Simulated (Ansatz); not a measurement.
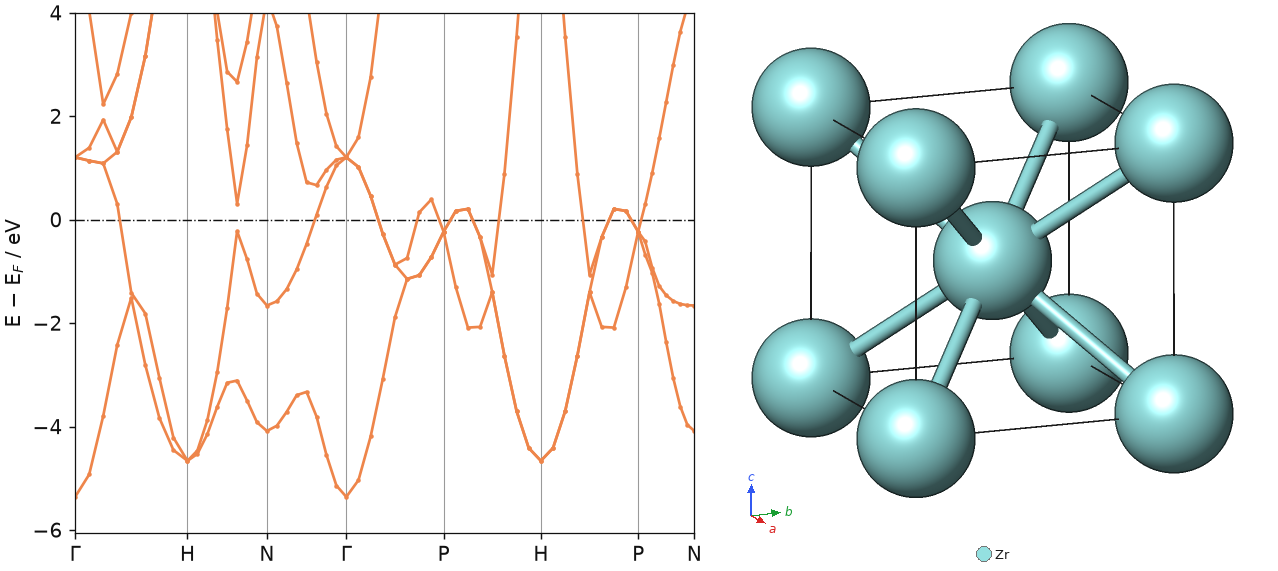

Band structure, beside the structure. Energies are counted from the Fermi level. The path runs straight from each named point to the next.

The material is Zr, space group Im-3m, 1 atom in the cell, a structure borrowed from another compound; a = 2.73 Å, b = 2.73 Å, c = 2.73 Å, α = 109.47°, β = 109.47°, γ = 109.47°.

Level of theory: DFT with PBE, PAW plane waves, no spin polarisation, 15×15×15 k mesh, 420 eV cutoff; code Ansatz 0.2.0.

**Metal, semiconductor or insulator?**

A metal: 2 bands cross the Fermi level along this path.

The structure was built from a prototype or by substitution, so it need not be a known phase. The cell is at 61 GPa in this functional.
